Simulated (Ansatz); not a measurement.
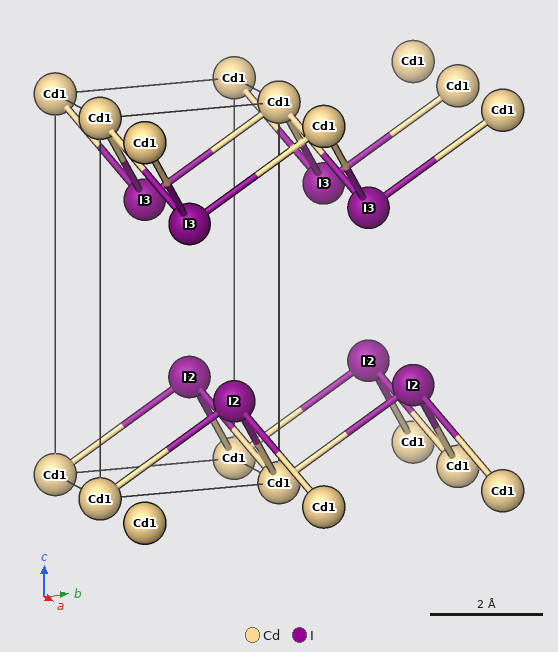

The starting point is a symmetric starting cell of CdI2. The picture is a ball-and-stick view of the cell of the calculation, repeated 2 × 2 × 1 with one cell outlined, seen slightly off an axis.

Computed with DFT PBEsol, scalar-relativistic, plane waves, PAW in Ansatz. Settings: plane-wave cutoff 420 eV; k-point mesh 9 × 9 × 4; occupations gaussian; smearing width 0.02 eV; no spin polarisation.

Now this is done to it. The cell is strained by +1.7 % along c and −1.3 % across it (volume −0.8 %) and the I atoms are displaced by 0.04 Å relative to the cell: I3 0.04 Å along +c. No relaxation follows. The starting cell wasn't computed here and needn't be at equilibrium, so pressure and forces aren't due to the change alone.

Question: Predict the response.

Answer: Among the bonded contacts that change: Cd–I 2.988 → 2.958 Å. The space group stays P-3m1 (No. 164). The pressure is 0.6 GPa (not all of it need come from the change, since the unchanged cell can be under pressure at this level too). The principal stresses (compression positive) are 0.4 GPa along c and 0.6 GPa across it. The largest forces, 0.081 eV/Å, act on I2 and I3; on I2 it points along +c. The forces point straight back along the displacements (cosine −1.00).

The changed structure in the same view:

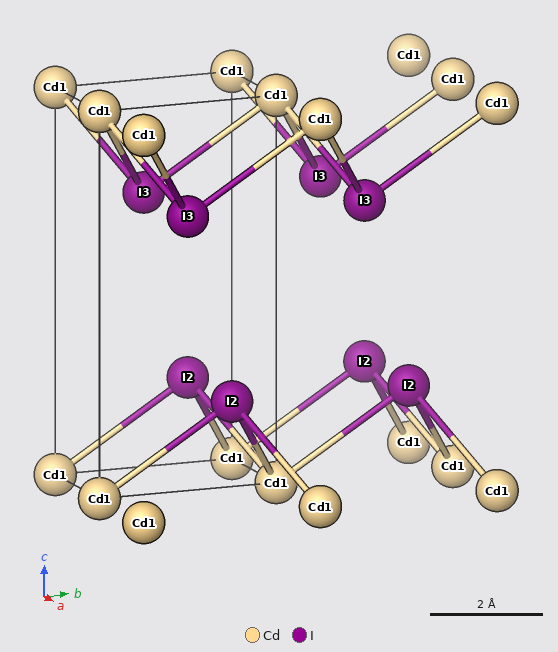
